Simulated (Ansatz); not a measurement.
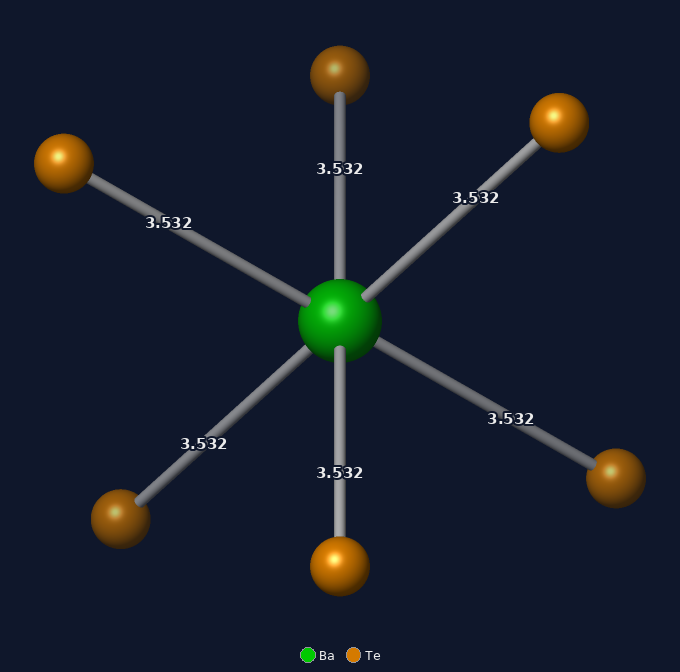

The surroundings of site Ba1 (at 0.000, 0.000, 0.000) in BaTe (Fm-3m, No. 225), with bond lengths in Å.

Source of the atomic positions: a calculation's input that goes back to an entry of the Crystallography Open Database (an earlier step may have relaxed or displaced it).

```xyz
8
Lattice="7.0645 0.0000 0.0000 0.0000 7.0645 0.0000 0.0000 0.0000 7.0645" Properties=species:S:1:pos:R:3 pbc="T T T"
Ba    0.0000    0.0000    0.0000
Te    3.5323    0.0000    0.0000
Ba    0.0000    3.5323    3.5323
Te    3.5323    3.5323    3.5323
Ba    3.5323    0.0000    3.5323
Te    0.0000    0.0000    3.5323
Ba    3.5323    3.5323    0.0000
Te    0.0000    3.5323    0.0000
```

Bond valence s = exp((R0 − d)/b), R0 fitted to published crystal structures with b = 0.37 Å; R0 in Å: Ba2+–Te 3.045.

Calculate the bond-valence sum of Ba1 from the bonds drawn.

Answer. 6 × 0.268 = 1.61 v.u., against a formal valence of 2: underbonded (bonds long for this ion) by 0.39.

And over the whole structure?

Answer.
```csv
site,"x, y, z",formal valence,bond-valence sum,difference
Ba1,"0.000, 0.000, 0.000",+2,1.61,-0.39
Te1,"0.500, 0.000, 0.000",−2,1.61,-0.39
```

These sums include all anions within 5 Å. The global instability index (root mean square of the differences over all atoms) is 0.39 v.u.: above 0.2, which by the usual rule of thumb marks a strained structure. The cell was not relaxed for this table, and a volume that is off by a few per cent shifts all sums together.
